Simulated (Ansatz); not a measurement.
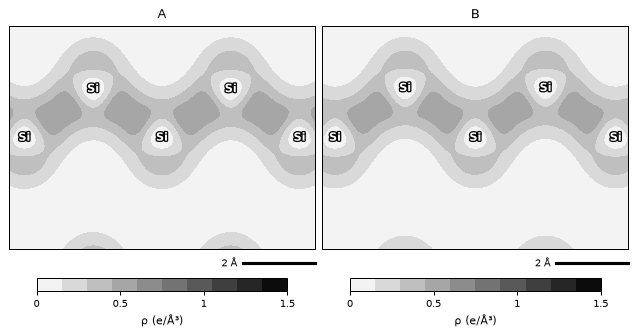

Si. The valence electron density of two cells that differ in size, on the (011̄) plane of each (indices in the axes of the calculation cell), at one length scale and on one colour scale; one has 19.8 and the other 21.0 Å³ an atom.

All numbers below come from Ansatz 0.2.0, Kohn-Sham DFT of a periodic cell, PBE with D4, Ansatz PAW.

Core electrons are frozen (PAW), and the valence fields are smoothed inside the atomic spheres.

The larger cell:

```
Si
1.0
     0.00000    2.75767    2.75767
     2.75767    0.00000    2.75767
     2.75767    2.75767    0.00000
Si
2
Direct
  0.50000 0.50000 0.50000
  0.75000 0.75000 0.75000
```

The smaller cell: a = 3.823 Å, b = 3.823 Å, c = 3.823 Å, α = 60.00°, β = 60.00°, γ = 60.00°.

> Which is the denser cell? Describe the effect of the change.

Panel A is the smaller cell, by 6 % in volume. From the larger cell to the smaller, Si–Si goes from 2.39 to 2.34 Å, and the density at its midpoint from 0.55 to 0.58 e/Å³; the pressure goes from −4.4 to 0.7 GPa; the Kohn–Sham gap goes from 0.69 eV to 0.59 eV.
